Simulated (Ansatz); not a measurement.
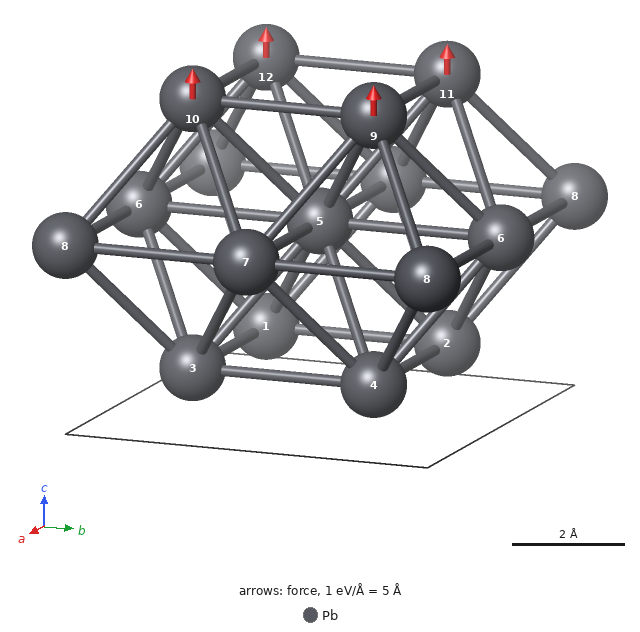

Starting geometry of a slab of composition Pb (cut from the Fm-3m phase) with the computed forces as red arrows. A ball-and-stick model of the cell of the calculation, outlined in the plane, without the vacuum, seen slightly off an axis.

Case: clean slab, lower planes held. The slab is the (1 0 0) face of Pb. 4 atoms are held fixed.

The calculation used Ansatz 0.2.0, DFT PBE+D3(BJ), scalar-relativistic, plane waves, PAW. Set-up: plane-wave cutoff 420 eV; k-point mesh 3 × 3 × 1; occupations gaussian; smearing width 0.1 eV; no spin polarisation; dipole correction; atoms relaxed in a fixed cell; force threshold 0.03 eV/Å; at most 70 steps.

What follows when this structure is relaxed?

It isn't relaxed: the largest force vector, on Pb atoms, is 0.11 eV/Å. The atoms end up moving mostly along the starting forces (cosine between the two patterns 0.90). The energy falls by 81.8 meV per cell of the calculation in 3 accepted moves (5 points after the start). Largest force component: 0.11 eV/Å at the start, 0.022 eV/Å at the end. The line search rejected the trial step at point 2 of the run. 1 step only repeated the SCF at the same geometry. The largest moves, 0.25 Å, are those of Pb9, Pb10, Pb11 and Pb12. Pb9 goes along the normal (+c). The cell doesn't change. Near-neighbour distances that change, for instance: Pb5–Pb10 3.507 → 3.596 Å, Pb1–Pb5 3.507 → 3.594 Å.
